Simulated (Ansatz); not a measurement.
Rh: single-point calculation

- system: Rh (I4/mmm, 2 atoms in the cell)
- method: DFT PBE, scalar-relativistic, plane waves, PAW, no spin polarisation (Ansatz 0.2.0)

The structure derives from a Materials Project entry. It belongs to a series of runs on one base structure; here: band edges of the strained film's bulk. Figures and captions count atoms from 1; the log counts them from 0 in places.

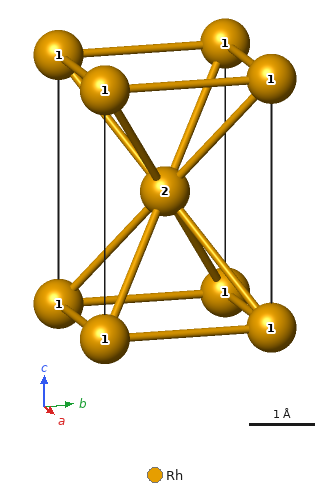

**Figure 1.** The structure (ball-and-stick view of the reduced cell, seen slightly off an axis; atoms are numbered from 1 in the order of the input). Near neighbours in the crystal (not all of them lie inside the picture): Rh has 12 Rh at 2.71 to 2.78 Å.

**Results in brief**

- outcome: converged
- space group (tolerance 0.01 Å): I4/mmm (139)
- electrons treated: 34
- free energy: −12805.7306 eV
- Fermi energy: 20.929 eV
- gap on the k-point mesh: none (metallic)
- pressure: −6.96 GPa
- largest force (length of the vector): under 0.001 eV/Å
- hardware: 8 threads of AMD EPYC (Zen 3), 189 GiB of memory available, shared host
- wall time: 8 s (CPU time 16 s)
- peak memory: 0.44 GiB

**The input**
```yaml
crystal:
  lattice:
    - [3.9364226094, 0.0, 0.0]
    - [0.0, 3.9364226094, 0.0]
    - [-1.9682113047, 0.0, 1.8695737594]
  atoms:
    - { symbol: Rh, position: [0.0, 0.0, 0.0] }
    - { symbol: Rh, position: [0.5, 0.5, 0.0] }
basis:
  ecutwfc: 420
kpoints:
  mp_grid: { grid: [9, 9, 18] }
hamiltonian:
  xc: pbe
scf:
  occupations: { method: gaussian, width: 0.1 }
output:
  forces: true
  stress: true
  eigenvalues: true
```

Launched with:
```bash
ansatz run input.yaml --threads 8 --pin off --max-ram 20480MiB --backend cpu --events-out ev --progress --plain --runs-dir out
```

**What the program printed**
```
Engine: ansatz 0.2.0, x86_64-unknown-linux-gnu
Pseudopotentials: kind: paw
Pseudopotential: Rh, paw, valence charge 17, recommended cutoff 420 eV (normal), Rh.paw.azcp
Functional definition: PBE
  parameter kappa = 0.804
  parameter beta = 0.06672455060314922
  exchange = pbe_x(kappa = kappa, mu = beta*pi^2/3)
  correlation = pbe_c(beta = beta)
Crystal: 2 atoms, lattice volume = 28.970 Å³
Basis set: ecut = 420 eV, 561 PW (Γ), exchange–correlation on 54×54×40 points (8 copies of the dense FFT grid, shifted against one another)
Bands: 21, of which v1, the nominal top of the filled ones, is band 17 counted from 1 (16 counted from 0)
Symmetry: 16 space group operations
Space group: I4/mmm (ITA 139), of the structure as read, at distance tolerance 3.1e-5 Å
k-points: 250 of 1458
Non-local potential: Rh, projectors of the file, l = 0: 3, l = 1: 2, l = 2: 2, l = 3: 1
PAW form: soft (Blöchl's): semilocal exchange-correlation on the pseudo side does not see the compensation charge
PAW one-centre angular grid: Rh, 590 points (default); XC on 64 Gauss nodes
Initial density: superposition of atomic densities (neutral atoms: chi_scale 0, normalization atom), corrected by the library's trained network
Initial wavefunctions: pseudopotential atomic-orbital guess
Functional: x = pbe(κ = 0.804, μ = 0.2195149727645171), c = pbe(β = 0.06672455060314922)
SCF iter   1: F=—  HF=-12805.729132 eV  |F-HF|=—  |Δ(HF+E_count)|=         —  Δρ=3.57e-3  dr2=5.91e-4  ethr=1.77e-3  ⟨swp⟩=4.7  Hψ=20207  notcnv=0
preconditioner: auto → none  [metal: Δε(μ)=0.002 eV  Ē_g=7.136 eV  σ=0.100 eV  W_gap=0.01  n_scr=6 (ndim 8)  ℏωp=29.3 eV  f_vac=0.000  D(μ)=2.88/eV (n_scr^D=36)  sad-step TF]
SCF iter   2: F=—  HF=-12805.730561 eV  |F-HF|=—  |Δ(HF+E_count)|=   1.43e-3  Δρ=1.92e-3  dr2=1.71e-4  ethr=1.74e-6  ⟨swp⟩=2.5  Hψ=11765  notcnv=0
SCF iter   3: F=—  HF=-12805.730630 eV  |F-HF|=—  |Δ(HF+E_count)|=   6.82e-5  Δρ=3.48e-4  dr2=3.09e-5  ethr=5.04e-7  ⟨swp⟩=2.0  Hψ=7403  notcnv=0
SCF iter   4: F=—  HF=-12805.730620 eV  |F-HF|=—  |Δ(HF+E_count)|=   9.75e-6  Δρ=9.44e-5  dr2=1.54e-6  ethr=9.08e-8  ⟨swp⟩=2.1  Hψ=7425  notcnv=0
iter 5 did not close the SCF: its close was put off for the readings that it lacked (scf_convergence_deferred on its scf_iter line)
SCF iter   5: F=-12805.730619 eV  HF=-12805.730619 eV  |F-HF|=5.97e-8  |Δ(HF+E_count)|=   9.03e-7  Δρ=2.41e-5  dr2=8.88e-8  ethr=4.54e-9  ⟨swp⟩=2.0  Hψ=7366  notcnv=0
SCF iter   6: F=-12805.730619 eV  HF=-12805.730619 eV  |F-HF|=1.37e-8  |Δ(HF+E_count)|=   2.14e-8  Δρ=8.95e-6  dr2=1.90e-8  ethr=2.61e-10  ⟨swp⟩=2.7  Hψ=18218  notcnv=0
SCF 1 converged in 6 iterations: F = -12805.730619 eV  dr2 = 1.90e-8
  greatest PAW one-centre occupation: 1.000 electrons in one spin orbital (limit 2), on the Rh atom at site 1 (counted from 0), in its partial waves of l = 0
```

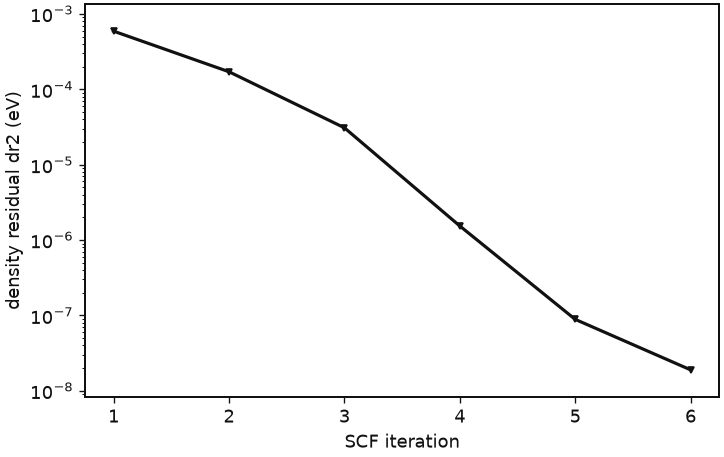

**Figure 2.** Convergence of the self-consistent field: density residual dr2 against the SCF iteration. The residual falls at every step.

```
SCF converged after 6 iterations
Free energy (F): -12805.730619 eV
Harris-Foulkes:  -12805.730619 eV  (|F-HF|=1.37e-8)
Internal energy: -12805.716216 eV  (E = F + TS)
E sigma→0 (E₀):  -12805.723417 eV
Entropy (-TS):   -0.014403 eV (-7.202 meV/atom)
Fermi energy:    20.929139 eV
--- Per-component energies (eV) ---
  E_band       = -213.462376
  E_kinetic    = 1143.713422
  E_local      = -3254.480893  (includes V_loc(G=0)·N_el)
  E_nonlocal   = 709.260341
  E_hartree    = 1142.870086
  E_xc         = -442.712157
  E_vxc        = -555.650901  (∫ρ·V_xc dr)
  E_paw        = -7173.712862  (= ΣΔE_a)
  E_vpaw       = -542.055038  (= ΣTr[D̂ρ^β])
  E_aug_tail   = 0.001752  (compensation charges beyond the density's cutoff)
  E_ewald      = -4930.655905
  E_smearing   = -0.014403  (= −TS)
  E_closure    = 0.000000  (closes the sum)
  Σ components = -12805.730619   (vs F -12805.730619, Δ=0.00e0)
--- Forces (eV/Å), atoms counted from 1 ---
  atom   1  Rh     0.00000000     0.00000000    -0.00000000
  atom   2  Rh     0.00000000     0.00000000    -0.00000000
  max |Σ_I F_I| component: 3.15e-29 eV/Å
--- Stress (GPa, compression-positive) ---
      -10.408211      -0.000000       0.000000
       -0.000000     -10.408212       0.000000
        0.000000       0.000000      -0.061282
  P = ⅓ Tr σ = -6.9592 GPa (-69.592 kbar)
--- Band table (eV; the first three rows and the last of 250) ---
  k-point 0: bands = ["-57.7901", "-57.6763", "-25.9035", "-25.5419", "-25.5036", "-25.3293", "-25.3293", "-25.3006", "13.3489", "15.0933", "15.4706", "17.9428", "17.9428", "18.4342", "19.7006", "20.2949", "21.4107", "21.6019", "22.0184", "23.7913", "32.0855"]
  k-point 1: bands = ["-57.7861", "-57.6762", "-25.8917", "-25.5430", "-25.5159", "-25.3373", "-25.3373", "-25.3198", "13.5182", "15.2139", "15.5676", "18.0210", "18.0210", "18.3167", "19.7465", "20.1933", "21.2062", "21.2789", "21.6025", "24.7068", "32.0094"]
  k-point 2: bands = ["-57.7746", "-57.6761", "-25.8576", "-25.5512", "-25.5458", "-25.3743", "-25.3604", "-25.3604", "14.0055", "15.5498", "15.8575", "17.9916", "18.2540", "18.2540", "19.8802", "19.9158", "19.9886", "20.9079", "21.6040", "26.2264", "31.7963"]
  k-point 249: bands = ["-57.7123", "-57.6994", "-25.7390", "-25.7051", "-25.5695", "-25.5200", "-25.4425", "-25.4164", "16.5684", "16.8790", "17.3805", "17.3981", "17.5464", "17.9814", "19.0372", "19.2872", "19.4824", "19.9338", "22.6236", "23.5546", "34.3934"]
```

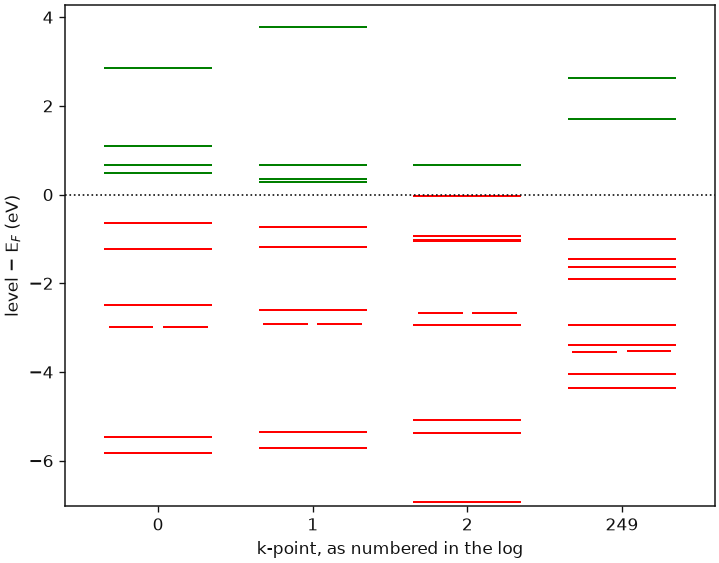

**Figure 3.** Kohn–Sham levels near the Fermi level (dotted) at the few k-points that the log prints; levels within 0.02 eV of each other stand side by side. The system is metallic on the full mesh.
